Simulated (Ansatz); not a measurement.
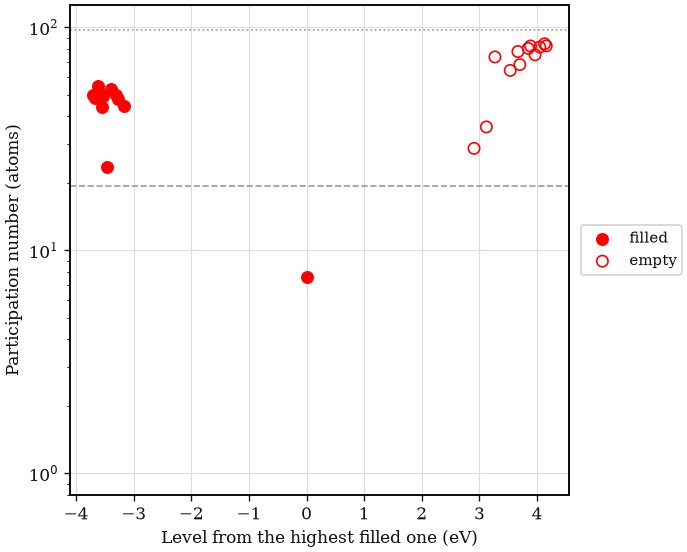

Levels near the gap of a 97-atom cell against the number of atoms over which each spreads (dotted: all atoms; dashed: a fifth of them). Host AlN with interstitial Al.

The material is Al₄₉N₄₈ (defect cell), 97 atoms in the cell, cell charge +1 e.

Level of theory: DFT, HSE06, PAW, plane waves, one k point, (0.25, 0.25, 0.25), 420 eV cutoff; code Ansatz 0.2.0.

Question: Which of these levels are localised (under the dashed line)?

Answer: 1 of the 24 levels shown spreads over less than a fifth of the cell: 0.00 eV (filled, over about 8 atoms, mostly Al).

Question: How far apart are the highest filled and the lowest empty level?

Answer: The lowest empty level lies 2.91 eV above the highest filled one.

One k point in a finite cell, so levels carry errors of tenths of an eV.
